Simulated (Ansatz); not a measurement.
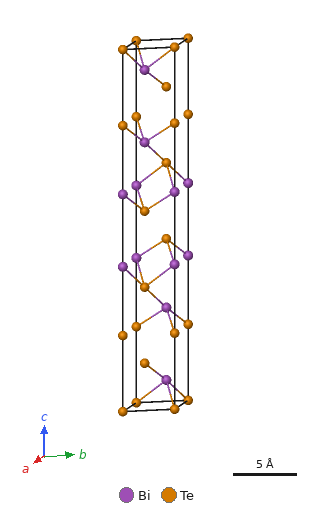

Starting structure of a crystal of Bi$_{2}$Te$_{3}$ (built on the tetradymite type). The picture is a ball-and-stick view of the conventional cell (3 times the calculation's cell), seen slightly off an axis. Lengths and directions refer to the drawn axes.

All numbers below come from DFT, PBE-D3(BJ), plane waves, PAW (Ansatz).

Input file:
```yaml
crystal:
  lattice:
    - [2.1367472, 1.2336515711, 9.745160768]
    - [-2.1367472, 1.2336515711, 9.745160768]
    - [0.0, -2.4673031422, 9.745160768]
  atoms:
    - { symbol: Bi, position: [0.4, 0.4, 0.4] }
    - { symbol: Bi, position: [0.6, 0.6, 0.6] }
    - { symbol: Te, position: [0.21, 0.21, 0.21] }
    - { symbol: Te, position: [0.79, 0.79, 0.79] }
    - { symbol: Te, position: [0.0, 0.0, 0.0] }
kpoints:
  mp_grid: { grid: [6, 6, 6] }
hamiltonian:
  xc: pbe
  dispersion: d3bj
scf:
  occupations: { method: fermi_dirac, width: 0.02 }
relax:
  f_tol: 0.005
  cell: {}
```

Run as
```bash
ansatz run input.yaml --threads 4 --pin off --max-ram 7372MiB --backend cpu --events-out ev --progress --plain --runs-dir out
```

Question: Where does the relaxation end?

Answer: Over 4 accepted moves (5 points after the start) the energy falls by 0.257 eV per cell of the calculation. Largest force component: 0.76 eV/Å at the start, 0.0041 eV/Å at the end. The pressure goes from 5.95 to −0.01 GPa. At 1 point the geometry stayed and the basis and grid were re-selected for the new cell (energy shift of 2.4 meV per cell of the calculation at most each time). The largest moves relative to the cell, 0.021 Å, are those of Te3 and Te4. Te4 goes along +c. By element the largest moves are Te 0.021 Å, Bi 0.004 Å. Cell: a = b 4.273 → 4.388 Å (+2.7 %), c 29.235 → 30.278 Å (+3.6 %). Volume +9.2 %. Near-neighbour distances that change, for instance: Bi1–Te4 2.972 → 3.069 Å, Bi1–Te5 3.144 → 3.241 Å. The space group stays R-3m (No. 166). Cost: 15 s on 4 threads of Arm Neoverse V2, on a shared host, peak memory 0.63 GiB.

Step by step:

```tsv
step	E − E(0), meV/atom	largest force component, eV/Å	pressure, GPa	volume, Å³/atom	note
0	0.00	0.7622	5.95	30.826	
1	-25.56	0.6869	-2.72	35.012	
2	-50.09	0.1104	-0.42	33.779	
3	-50.90	0.0076	0.10	33.535	
4	-50.97	0.0041	0.00	33.654	
5	-51.45	0.0041	-0.01	33.654	same geometry, new basis
```

The structure at the end:

```xyz
5
Lattice="2.1939 1.2666 10.0925 -2.1939 1.2666 10.0925 0.0000 -2.5333 10.0925" Properties=species:S:1:pos:R:3 pbc="T T T"
Bi    0.0000    0.0000   12.1148
Bi    0.0000    0.0000   18.1628
Te    0.0000    0.0000    6.3376
Te    0.0000    0.0000   23.9399
Te    0.0000    2.5333   20.1850
```

The end point in the same view:

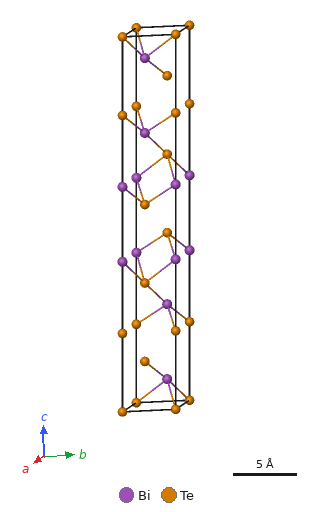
